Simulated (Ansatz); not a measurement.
# Residual resistivity of an alloy: Al(111) with 4 layers of random Al-Pd, 2x2

Aim: the residual resistivity of a random alloy, from Al(111) with 4 layers of random Al-Pd, 2x2 and longer regions.

Main program and level: Ansatz 0.2.0; Ansatz plane-wave DFT, PBE, PAW files; ballistic transport by layer matching (Landauer), zero bias; PAW set soft_1.

### Step 1. The structure

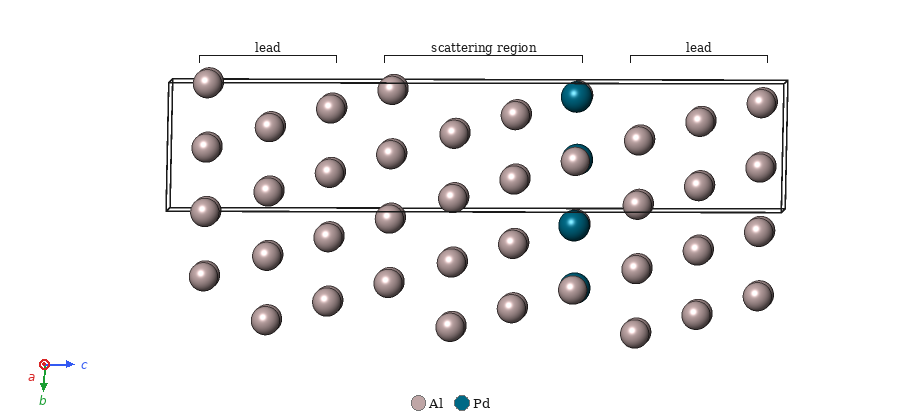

The cell as given, from the side, with the c axis across the page (aluminium light grey, palladium blue). 1×2×1 cells are drawn.

The cell holds 40 atoms: 38 Al and 2 Pd. Its edges and angles: a = 5.725 Å, b = 5.725 Å, c = 23.429 Å, α = 93.5°, β = 86.5°, γ = 120.0°. It derives from Al. Regions: lead, 24 atoms (24 Al); scattering region, 16 atoms (14 Al and 2 Pd). The structure is stacked along c, and the current runs across the ab planes.

### Step 2. With 4 alloy layers

In 4 layers a share of 0.125 of the sites is given to Pd at random. The layers about the cell's end stay perfect and serve as the lead. Energies from -0.05 to 0.05 eV in steps of 0.05 eV are too few for the program's thermal sum, so it prints no conductance; for a metal the transmission near the Fermi level serves, at a fraction of the cost.

Input file input.yaml:

```yaml
crystal:
  lattice:
    - [5.7246940741, 0.0, 0.0]
    - [-2.862347037, 4.957730497, 0.0]
    - [1.4311735185, -0.8262884162, 23.3709656917]
  atoms:
    - { symbol: Al, position: [0.9916666667, 0.0083333333, 0.05] }
    - { symbol: Al, position: [0.9916666667, 0.5083333333, 0.05] }
    - { symbol: Al, position: [0.4916666667, 0.0083333333, 0.05] }
    - { symbol: Al, position: [0.4916666667, 0.5083333333, 0.05] }
    - { symbol: Al, position: [0.1416666667, 0.3583333333, 0.15] }
    - { symbol: Al, position: [0.1416666667, 0.8583333333, 0.15] }
    - { symbol: Al, position: [0.6416666667, 0.3583333333, 0.15] }
    - { symbol: Al, position: [0.6416666667, 0.8583333333, 0.15] }
    - { symbol: Al, position: [0.2916666667, 0.2083333333, 0.25] }
    - { symbol: Al, position: [0.2916666667, 0.7083333333, 0.25] }
    - { symbol: Al, position: [0.7916666667, 0.2083333333, 0.25] }
    - { symbol: Al, position: [0.7916666667, 0.7083333333, 0.25] }
    - { symbol: Al, position: [0.9416666667, 0.0583333333, 0.35] }
    - { symbol: Al, position: [0.9416666667, 0.5583333333, 0.35] }
    - { symbol: Al, position: [0.4416666667, 0.0583333333, 0.35] }
    - { symbol: Al, position: [0.4416666667, 0.5583333333, 0.35] }
    - { symbol: Al, position: [0.0916666667, 0.4083333333, 0.45] }
    - { symbol: Al, position: [0.0916666667, 0.9083333333, 0.45] }
    - { symbol: Al, position: [0.5916666667, 0.4083333333, 0.45] }
    - { symbol: Al, position: [0.5916666667, 0.9083333333, 0.45] }
    - { symbol: Al, position: [0.2416666667, 0.2583333333, 0.55] }
    - { symbol: Al, position: [0.2416666667, 0.7583333333, 0.55] }
    - { symbol: Al, position: [0.7416666667, 0.2583333333, 0.55] }
    - { symbol: Al, position: [0.7416666667, 0.7583333333, 0.55] }
    - { symbol: Pd, position: [0.8916666667, 0.1083333333, 0.65] }
    - { symbol: Al, position: [0.8916666667, 0.6083333333, 0.65] }
    - { symbol: Al, position: [0.3916666667, 0.1083333333, 0.65] }
    - { symbol: Pd, position: [0.3916666667, 0.6083333333, 0.65] }
    - { symbol: Al, position: [0.0416666667, 0.4583333333, 0.75] }
    - { symbol: Al, position: [0.0416666667, 0.9583333333, 0.75] }
    - { symbol: Al, position: [0.5416666667, 0.4583333333, 0.75] }
    - { symbol: Al, position: [0.5416666667, 0.9583333333, 0.75] }
    - { symbol: Al, position: [0.1916666667, 0.3083333333, 0.85] }
    - { symbol: Al, position: [0.1916666667, 0.8083333333, 0.85] }
    - { symbol: Al, position: [0.6916666667, 0.3083333333, 0.85] }
    - { symbol: Al, position: [0.6916666667, 0.8083333333, 0.85] }
    - { symbol: Al, position: [0.8416666667, 0.1583333333, 0.95] }
    - { symbol: Al, position: [0.8416666667, 0.6583333333, 0.95] }
    - { symbol: Al, position: [0.3416666667, 0.1583333333, 0.95] }
    - { symbol: Al, position: [0.3416666667, 0.6583333333, 0.95] }
kpoints:
  mp_grid: { grid: [5, 5, 1] }
hamiltonian:
  xc: pbe
  pseudopotentials: { kind: paw, azcp: { folder: soft_1 } }
scf:
  occupations: { method: fermi_dirac, width: 0.1 }
output:
  transmission:
    leads: [[0, 4]]
    kmesh: [10, 10]
    e_range: [-0.05, 0.05]
    de: 0.05
  write_potential: true
  write_density: true
  volumetric_format: npy
```

Started as:

```
ansatz run input.yaml --threads 4 --pin off --max-ram 15360MiB --backend cpu --events-out ev --progress --plain --runs-dir out
```

Numbers of over 12 decimals in the logs are rounded to 6 here.

The program printed:

```text
Engine: ansatz 0.2.0, aarch64-unknown-linux-gnu
Pseudopotentials: kind: paw
Pseudopotential: Al, paw, valence charge 3, recommended cutoff 420 eV (normal), soft_1/Al.paw.azcp
Pseudopotential: Pd, paw, valence charge 18, recommended cutoff 420 eV (normal), soft_1/Pd.paw.azcp
Functional definition: PBE
  parameter kappa = 0.804
  parameter beta = 0.066725
  exchange = pbe_x(kappa = kappa, mu = beta*pi^2/3)
  correlation = pbe_c(beta = beta)
Crystal: 40 atoms, lattice volume = 663.303 Å³
Basis set: ecut = 420 eV, 13043 PW (Γ)
Bands: 115, of which v1, the nominal top of the filled ones, is band 75 counted from 1 (74 counted from 0)
Symmetry: 8 space group operations
Space group: P2/m (ITA 10), of the structure as read, at distance tolerance 8.7e-5 Å
k-points: 9 of 25
Non-local potential: Al, projectors of the file, l = 0: 2, l = 1: 2, l = 2: 1
Non-local potential: Pd, projectors of the file, l = 0: 2, l = 1: 2, l = 2: 2, l = 3: 1
PAW form: soft (Blöchl's): semilocal exchange-correlation on the pseudo side does not see the compensation charge
PAW one-centre angular grid: Al, 110 points (default); XC on 64 Gauss nodes
PAW one-centre angular grid: Pd, 590 points (default); XC on 64 Gauss nodes
Initial density: superposition of atomic densities (chi_scale 0.1, normalization cell, long waves of neutral atoms (reshape's long-wave potential 4.15 eV rms, cloud 2.60 Å wide))
Initial wavefunctions: pseudopotential atomic-orbital guess
Functional: x = pbe(κ = 0.804, μ = 0.219515), c = pbe(β = 0.066725)
SCF iter   1: F=—  HF=-34448.749386 eV  |F-HF|=—  |Δ(HF+E_count)|=         —  Δρ=2.41e-1  dr2=2.45e3  ethr=3.10e-3  ⟨swp⟩=7.1  Hψ=4885  notcnv=0  defer=18
preconditioner: auto → Kerker (q_TF=auto, 2.130 Å⁻¹)  [metal: Δε(μ)=0.049 eV  Ē_g=6.808 eV  σ=0.100 eV  W_gap=0.12  n_scr=92 (ndim 8)  ℏωp=16.7 eV  f_vac=0.000  D(μ)=14.41/eV (n_scr^D=82)]
SCF iter   2: F=—  HF=-34429.603009 eV  |F-HF|=—  |Δ(HF+E_count)|=    1.91e1  Δρ=1.59e-1  dr2=3.36e2  ethr=3.10e-3  ⟨swp⟩=13.6  Hψ=8003  notcnv=0  defer=78
SCF iter   3: F=—  HF=-34385.424005 eV  |F-HF|=—  |Δ(HF+E_count)|=    4.42e1  Δρ=7.17e-2  dr2=1.02e2  ethr=3.10e-3  ⟨swp⟩=6.9  Hψ=3463  notcnv=0  defer=85
SCF iter   4: F=—  HF=-34374.314699 eV  |F-HF|=—  |Δ(HF+E_count)|=    1.11e1  Δρ=9.47e-3  dr2=5.63e0  ethr=3.10e-3  ⟨swp⟩=6.4  Hψ=2880  notcnv=0  defer=82
SCF iter   5: F=—  HF=-34374.346416 eV  |F-HF|=—  |Δ(HF+E_count)|=   3.17e-2  Δρ=1.47e-2  dr2=6.86e0  ethr=3.10e-3  ⟨swp⟩=2.4  Hψ=1275  notcnv=0  defer=72
SCF iter   6: F=—  HF=-34373.851117 eV  |F-HF|=—  |Δ(HF+E_count)|=   4.95e-1  Δρ=1.27e-3  dr2=1.47e-1  ethr=3.10e-3  ⟨swp⟩=3.2  Hψ=1417  notcnv=0  defer=72
SCF iter   7: F=—  HF=-34373.851281 eV  |F-HF|=—  |Δ(HF+E_count)|=   1.64e-4  Δρ=1.24e-3  dr2=1.13e-1  ethr=9.78e-5  ⟨swp⟩=2.9  Hψ=1387  notcnv=0  defer=72
SCF iter   8: F=—  HF=-34373.847604 eV  |F-HF|=—  |Δ(HF+E_count)|=   3.68e-3  Δρ=6.72e-4  dr2=3.87e-2  ethr=7.53e-5  ⟨swp⟩=1.0  Hψ=964  notcnv=0  defer=71
SCF iter   9: F=—  HF=-34373.845663 eV  |F-HF|=—  |Δ(HF+E_count)|=   1.94e-3  Δρ=2.67e-4  dr2=2.83e-3  ethr=2.58e-5  ⟨swp⟩=1.0  Hψ=964  notcnv=0  defer=71
SCF iter  10: F=—  HF=-34373.845581 eV  |F-HF|=—  |Δ(HF+E_count)|=   8.21e-5  Δρ=7.08e-5  dr2=1.39e-4  ethr=1.89e-6  ⟨swp⟩=2.2  Hψ=1225  notcnv=0  defer=71
SCF iter  11: F=—  HF=-34373.845571 eV  |F-HF|=—  |Δ(HF+E_count)|=   9.66e-6  Δρ=7.60e-6  dr2=1.68e-6  ethr=9.24e-8  ⟨swp⟩=2.6  Hψ=1262  notcnv=0  defer=71
SCF iter  12: F=—  HF=-34373.845635 eV  |F-HF|=—  |Δ(HF+E_count)|=   6.37e-5  Δρ=1.02e-6  dr2=8.09e-8  ethr=6.67e-11  ⟨swp⟩=15.3  Hψ=6553  notcnv=0
SCF iter  13: F=-34373.845635 eV  HF=-34373.845635 eV  |F-HF|=1.05e-8  |Δ(HF+E_count)|=   4.32e-9  Δρ=6.98e-7  dr2=1.10e-8  ethr=5.39e-11  ⟨swp⟩=1.0  Hψ=2081  notcnv=0
SCF 1 converged in 13 iterations: F = -34373.845635 eV  dr2 = 1.10e-8
  greatest PAW one-centre occupation: 0.999 electrons in one spin orbital (limit 2), on the Pd atom at site 27 (counted from 0), in its partial waves of l = 0
transmission: 99 of 930 steps passed
transmission: 189 of 930 steps passed
[...]
transmission: 930 of 930 steps passed
SCF converged after 13 iterations
Free energy (F): -34373.845635 eV
Harris-Foulkes:  -34373.845635 eV  (|F-HF|=1.05e-8)
Internal energy: -34373.273172 eV  (E = F + TS)
E sigma→0 (E₀):  -34373.559403 eV
Entropy (-TS):   -0.572463 eV (-14.312 meV/atom)
Fermi energy:    8.425132 eV
--- Per-component energies (eV) ---
  E_band       = -256.956866
  E_kinetic    = 1745.015875
  E_local      = -15473.129985  (includes V_loc(G=0)·N_el)
  E_nonlocal   = 1117.521710
  E_hartree    = 7396.821801
  E_xc         = -1706.277280
  E_vxc        = -1455.128636  (∫ρ·V_xc dr)
  E_paw        = -25457.898294  (= ΣΔE_a)
  E_vpaw       = -984.889333  (= ΣTr[D̂ρ^β])
  E_aug_tail   = 0.000378  (compensation charges beyond the density's cutoff)
  E_ewald      = -1995.327377
  E_smearing   = -0.572463  (= −TS)
  E_closure    = 0.000000  (closes the sum)
  Σ components = -34373.845635   (vs F -34373.845635, Δ=0.00e0)
--- Band table (eV; the first three rows and the last of 9) ---
  k-point 0: bands = [... 71 lower, 7.1885, 7.3137, 7.3343, 7.3441, 7.4421, 7.7048, 7.8789, 7.9276, ... 36 higher]
  k-point 1: bands = [... 71 lower, 7.4179, 7.5153, 7.6568, 7.7320, 7.8354, 7.9705, 8.1659, 8.3381, ... 36 higher]
  k-point 2: bands = [... 71 lower, 8.3736, 8.4248, 8.5370, 8.5879, 8.6287, 8.7394, 8.7696, 8.8679, ... 36 higher]
  k-point 8: bands = [... 71 lower, 8.2884, 8.4629, 8.5123, 8.5420, 8.6550, 8.6933, 8.7117, 8.9100, ... 36 higher]
--- Transmission ---
  basis      : 253 plane waves across, 30 finite elements along
  points     : 31, standing for a mesh of 10 x 10
  energies   : 3 from -0.050000 to 0.050000 eV about the Fermi level, 0.050000 eV apart; the leads are filled to 0.000000 eV, and channels, transmission and decay are at 0.000000 eV
  crystal 0  : Al4, at the sites [0, 4], period 2.3371 Å, over 21.03 Å; its Hamiltonian steps by up to 30.0 meV: too much for a lead, lay more layers or, if its atoms are ordered, name the step of that order
    offset         : up to 0.0000 Å between an atom of the period and one for which it stands
    channels       : 5.410000e0 a spin
    conductance    : none, the energies end too early or step too widely for 300 K: set another output.transmission.e_range or a lower de, or, where they end at an eighth of basis.ecutwfc, a higher one
  junction   : crystal 0 to crystal 0, 3.98 to 25.01 Å
    transmission   : 3.282756e0 a spin
    conductance    : none, the energies end too early or step too widely for 300 K: set another output.transmission.e_range or a lower de, or, where they end at an eighth of basis.ecutwfc, a higher one
```

Wall time 4 min (4 threads of Arm Neoverse V1, shared host); peak memory 2.1 GiB; 13 min of CPU time.

Numbers from this step:

```
free energy                                    : -34373.8456 eV
energy at zero smearing                        : -34373.5594 eV
Fermi energy                                   : 8.425 eV
cell area                                      : 28.38 Å²
transmission per spin nearest the Fermi level  : 3.283
open channels per spin nearest the Fermi level : 5.41
step of the lead's potential                   : 30 meV
```

Per spin. The transmission, zone mean by energy, zero at the Fermi level:

| energy (eV) | transmission, zone mean |
| --- | --- |
| -0.0500 | 3.20 |
| 0.0000 | 3.28 |
| 0.0500 | 3.32 |

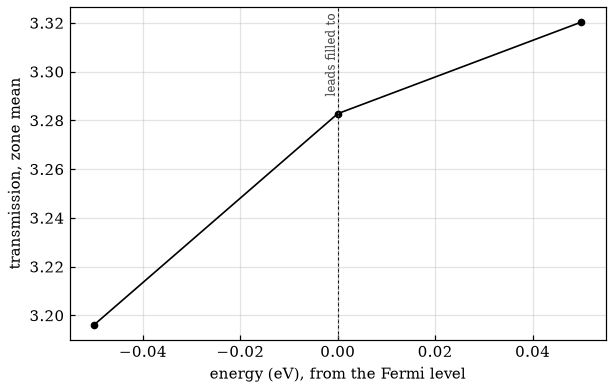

Transmission, zone mean, plotted against energy.

Per spin. The open channels, zone mean, lead by energy, zero at the Fermi level:

| energy (eV) | open channels, zone mean, lead |
| --- | --- |
| -0.0500 | 5.29 |
| 0.0000 | 5.41 |
| 0.0500 | 5.59 |

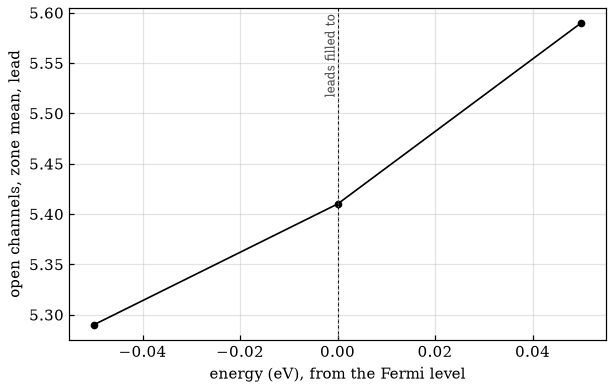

Open channels, zone mean, lead against energy.

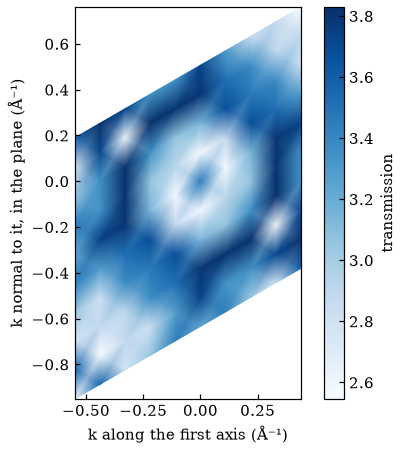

Transmission over k1 and k2. At 0.0000 eV from the Fermi level.

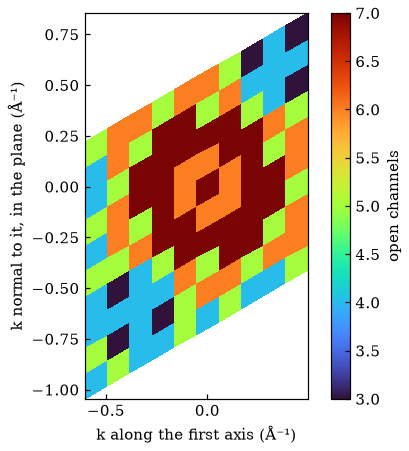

Open channels over k1 and k2. At 0.0000 eV from the Fermi level.

Over the solved energies the transmission per spin lies between 3.20 and 3.32, out of 5.43 channels of the lead on average (up to 5.59). The log calls the step of a lead's potential too much.

(Part 1 of 2 ends here.)

[Logs are printed without paths, hosts, clocks, repeated set-up lines and the standing remarks that a program may print on its own settings, such as how far it seeks lower states.]

[Hosts, paths, dates, database ids (printed as entryN), source tags and the programs' standing remarks are cut or masked in the printed files.]
